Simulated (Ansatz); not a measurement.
Fe2Pt

Input

```
crystal:
  lattice:
    - [2.7594431278, 0.0, 0.0]
    - [-1.3797215639, 2.389747849, 0.0]
    - [0.0, 0.0, 6.1910165696]
  atoms:
    - { symbol: Fe, position: [0.3333333333, 0.6666666667, 0.6505387834], spin: 3.08 }
    - { symbol: Fe, position: [0.6666666667, 0.3333333333, 0.3494612166], spin: 3.08 }
    - { symbol: Pt, position: [0.0, 0.0, 0.0], spin: 0.35 }
basis:
  ecutwfc: 420
kpoints:
  mp_grid: { grid: [12, 12, 6] }
hamiltonian:
  xc: pbe
scf:
  occupations: { method: gaussian, width: 0.15 }
output:
  forces: true
  stress: true
  eigenvalues: true
  populations: true
  write_density: true
  write_potential: true
  elf: true
  volumetric_format: npy
magnetization:
  spin_polarized: true
```

Command:

```sh
ansatz run input.yaml --threads 2 --pin off --max-ram 5120MiB --backend cpu --events-out ev --progress --plain --runs-dir out
```

Below, planes, directions and counts refer to the conventional cell (a = 2.76 Å, b = 2.76 Å, c = 6.19 Å, α = 90.00°, β = 90.00°, γ = 120.00°).

Space group P-3m1; a structure from a database of computed crystals, not necessarily the ambient phase; spin-polarised.

Level of theory: Ansatz 0.2.0, DFT PBE, scalar-relativistic, plane waves, PAW.

> What will maps of the valence pseudo-density, electron localisation function and spin density show?

Fe–Fe (2.45 Å): ρ at the midpoint is about 0.36 e/Å³; the ELF is about 0.25 at the midpoint; no localised pair shows between them.
Fe–Pt (2.69 Å): ρ is about 0.35 e/Å³ halfway; the ELF is about 0.30 at the midpoint.
The spin density sits on Fe: +2.8 μB (×2) in one cell of 3 atoms, with smaller moments on Pt (up to +0.33 μB): parallel main moments (a ferromagnetic arrangement) in this solution. The cell of the calculation (3 atoms) carries 5.9 μB of net spin moment.

> Metal or insulator at this level of theory?

It is metallic or semimetallic at this level of theory: no gap opens.

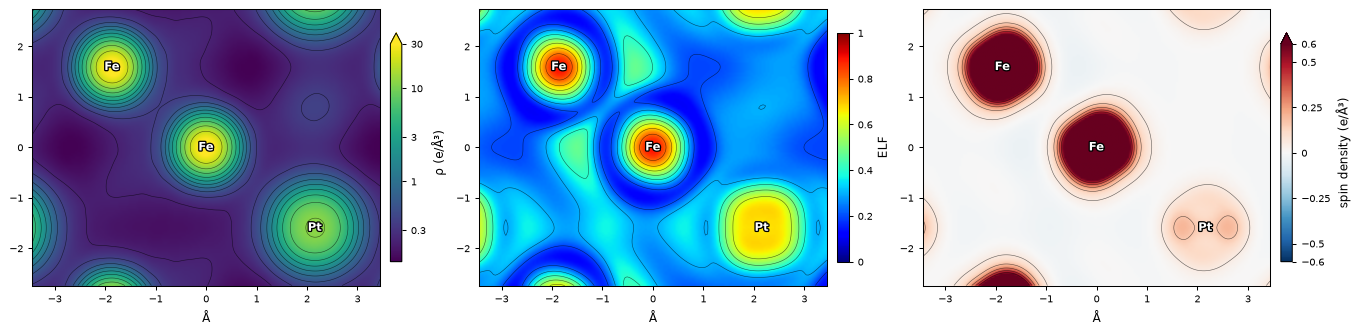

Computed valence pseudo-density, electron localisation function and spin density on the (110) plane of the conventional cell, in this order. 
